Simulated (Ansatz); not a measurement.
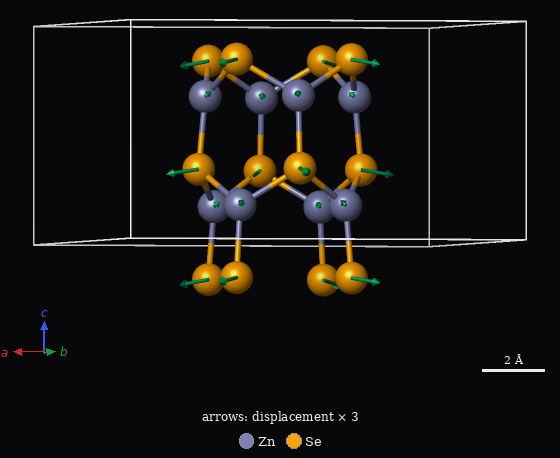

A relaxation of a wire of composition ZnSe. The starting structure is drawn; green arrows show the displacements (the part carried along by the change of the cell is left out), 3 times their true length.

The picture is a ball-and-stick view of the cell of the calculation, with the vacuum cut short, seen from a free direction.

Case: (4,0) tube.

Level of theory: DFT PBE, scalar-relativistic, plane waves, PAW (Ansatz 0.2.0).

Input
```yaml
crystal:
  lattice:
    - [13.9, 0.0, 0.0]
    - [0.0, 14.2, 0.0]
    - [0.0, 0.0, 7.0826552435]
  atoms:
    - { symbol: Zn, position: [0.6794406371, 0.5, 0.6666666667] }
    - { symbol: Zn, position: [0.5, 0.6756496377, 0.6666666667] }
    - { symbol: Zn, position: [0.6268836913, 0.62420305, 0.1666666667] }
    - { symbol: Zn, position: [0.3205593629, 0.5, 0.6666666667] }
    - { symbol: Zn, position: [0.3731163087, 0.62420305, 0.1666666667] }
    - { symbol: Zn, position: [0.5, 0.3243503623, 0.6666666667] }
    - { symbol: Zn, position: [0.3731163087, 0.37579695, 0.1666666667] }
    - { symbol: Zn, position: [0.6268836913, 0.37579695, 0.1666666667] }
    - { symbol: Se, position: [0.6379759556, 0.6350609706, 0.8333333333] }
    - { symbol: Se, position: [0.6951274676, 0.5, 0.3333333333] }
    - { symbol: Se, position: [0.3620240444, 0.6350609706, 0.8333333333] }
    - { symbol: Se, position: [0.5, 0.6910050564, 0.3333333333] }
    - { symbol: Se, position: [0.3620240444, 0.3649390294, 0.8333333333] }
    - { symbol: Se, position: [0.3048725324, 0.5, 0.3333333333] }
    - { symbol: Se, position: [0.6379759556, 0.3649390294, 0.8333333333] }
    - { symbol: Se, position: [0.5, 0.3089949436, 0.3333333333] }
basis:
  ecutwfc: 420
kpoints:
  mp_grid: { grid: [1, 1, 7] }
hamiltonian:
  xc: pbe
scf:
  occupations: { method: gaussian, width: 0.05 }
output:
  forces: true
  stress: true
  eigenvalues: true
  populations: true
  write_density: true
  write_potential: true
  elf: true
  volumetric_format: npy
relax:
  adjacent_minimum: "off"
  f_tol: 0.02
  max_steps: 45
  cell: { fix: [a, b, alpha, beta, gamma], stress_tol: 0.03 }
```

Command:
```bash
ansatz run input.yaml --threads 4 --pin off --max-ram 11264MiB --backend cpu --events-out ev --progress --plain --runs-dir out
```

> Atoms of which element are displaced furthest, and by how much?

Selenium: up to 0.37 Å, against 0.09 Å for zinc.

> Describe the change and its energy.

The energy falls by 2.420 eV per cell of the calculation in 5 accepted moves (6 points after the start). The largest force component goes from 1.5 to 0.0086 eV/Å. The SCF was repeated once at an unchanged geometry on a basis and grid sized afresh for the cell, which shifted the energy by 6.8 meV per cell of the calculation at most. The largest moves relative to the centre of the atoms, 0.37 Å, are those of 8 atoms (Se9, Se10, Se11, Se12 and others). Largest moves by element: Se 0.37 Å, Zn 0.09 Å. Along the periodic axis the drawn cell goes c 7.083 → 6.637 Å (−6.3 %). Among the contacts that change: Zn1–Se15 2.325 → 2.404 Å, Zn1–Se10 2.371 → 2.416 Å. Bond angles that change, for instance: Se10–Zn8–Se16 111.2° → 129.7°, Zn1–Se10–Zn3 117.9° → 104.1°, Zn3–Se10–Zn8 98.7° → 91.0°. The run took 9.2 min on 4 threads of AMD EPYC (Zen 3), on a shared host, peak memory 3.3 GiB.
